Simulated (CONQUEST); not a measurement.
# Energy of Zn along an even scaling of the cell

System: Zn (Im-3m, 2 atoms in the cell).
Method: Kohn-Sham DFT of a periodic cell, PBEsol, PseudoDojo NC PBEsol, no spin polarisation (CONQUEST 1.3).

The 7 runs differ only in the geometry, by an even scaling of the cell at fixed fractional positions. The structure derives from a Materials Project entry.

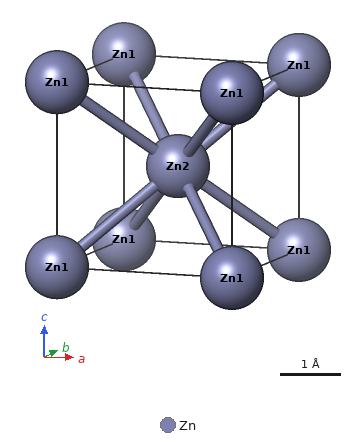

Figure 1. The structure of run 4 (ball-and-stick view of the cell of the calculation, seen slightly off an axis; atoms are numbered from 1 in the order of the input). An atom can appear more than once, as a periodic image.

### Input of run 4
```
IO.Title Zn
IO.Coordinates coords.dat
IO.FractionalAtomicCoords T
IO.Iprint 2
IO.Iprint_init 1
General.NumberOfSpecies 1
General.PseudopotentialType hamann
AtomMove.TypeOfRun static
AtomMove.FullStress T
Grid.PointsAlongX 32
Grid.PointsAlongY 32
Grid.PointsAlongZ 32
DM.SolutionMethod diagon
Diag.MPMesh T
Diag.GammaCentred T
Diag.MPMeshX 9
Diag.MPMeshY 9
Diag.MPMeshZ 9
Diag.kT 0.00183747
minE.SCTolerance 1e-6
SC.MaxIters 100
IO.AtomChargeOutput T
%block ChemicalSpeciesLabel
1 65.390 Zn
%endblock
```

Command:
```bash
OMP_NUM_THREADS=1 Conquest
```

Lattice vectors (Å) and fractional positions of run 4:
```
   3.138074    0.000000    0.000000
   0.000000    3.138074    0.000000
   0.000000    0.000000    3.138074
Zn  0.000000  0.000000  0.000000
Zn  0.500000  0.500000  0.500000
```

Run 5 has the same physical settings and fractional positions; its lattice vectors (Å) are:
```
   3.158857    0.000000    0.000000
   0.000000    3.158857    0.000000
   0.000000    0.000000    3.158857
```

### Results, with one run withheld

| run | volume per atom (Å³) | free energy per atom, from the lowest run given (meV) | pressure (GPa) |
| --- | --- | --- | --- |
| 1 | 14.524 | 5.25 | 2.91 |
| 2 | 14.833 | 1.73 | 0.94 |
| 3 | 15.142 | 0.00 | 0.75 |
| 4 | 15.451 | 0.79 | −1.50 |
| 5 | 15.760 | ? | ? |
| 6 | 16.069 | 13.07 | −4.82 |
| 7 | 16.378 | 23.03 | −5.39 |

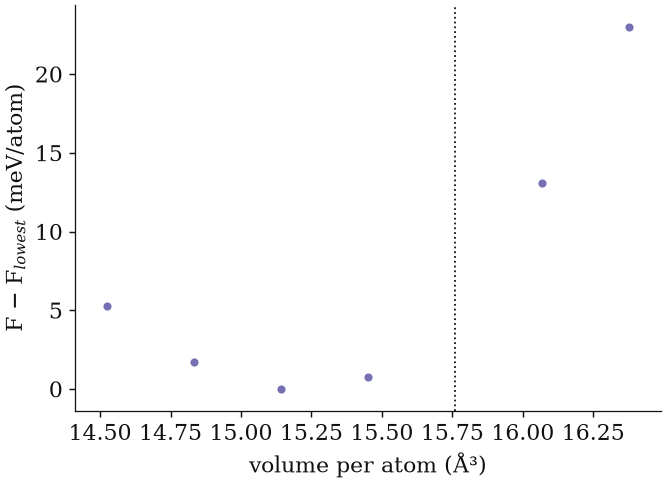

Figure 2. Free energy per atom of the runs given; the dotted line marks run 5.

Estimate the energy of run 5 from the others.

A cubic polynomial in V^(−2/3) (the Birch–Murnaghan form), fitted to the 6 runs given, misses them by at most 0.40 meV per atom. With x = V^(−2/3) − 0.16172 Å⁻², it reads F = 0.63186 − 911.16 x + 3.1733e+05 x² − 8.1753e+06 x³ (meV per atom). At run 5 it gives 5.39 meV per atom, and the run itself gives 5.52. The slope of the fit gives a pressure −dF/dV of −2.97 GPa there, and the run prints −3.11 GPa. The two needn't agree exactly: the fit is approximate, and the printed stress is taken on a finite basis. The fit has its minimum at 15.161 Å³ per atom, where V d²F/dV² gives 70.1 GPa: the bulk modulus at this level, since symmetry fixes the shape and the positions.

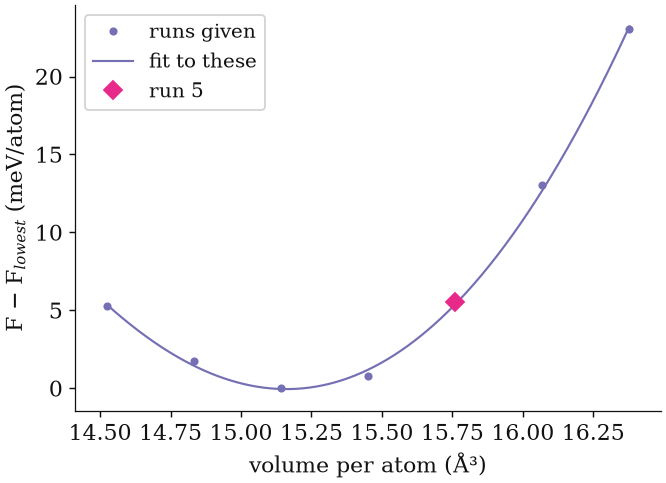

Figure 3. The fit and the withheld run.

### Some lines of the output (run 5)
```
[...]
          DFT Total Energy                 :      -417.789998454673650 Ha
          Free Energy (E-TS)               :      -417.802137741587899 Ha
          DFT Total Energy                 :      -417.801887661579713 Ha
          Free Energy (E-TS)               :      -417.802128220959446 Ha
          DFT Total Energy                 :      -417.801898611953106 Ha
          Free Energy (E-TS)               :      -417.802128819965219 Ha
          DFT Total Energy                 :      -417.801899212017588 Ha
          Free Energy (E-TS)               :      -417.802128524506372 Ha
          DFT Total Energy                 :      -417.801899167261467 Ha
          Free Energy (E-TS)               :      -417.802128521003169 Ha
          DFT Total Energy                 :      -417.801899111577256 Ha
      | Free Energy as E-TS      =      -417.802128521003169 Ha
      |* DFT total energy        =      -417.801899111577256 Ha
    force: Average pressure:     -3.11094337 GPa
```

Notes: With a small basis of atomic orbitals these values can differ much from converged plane-wave results.
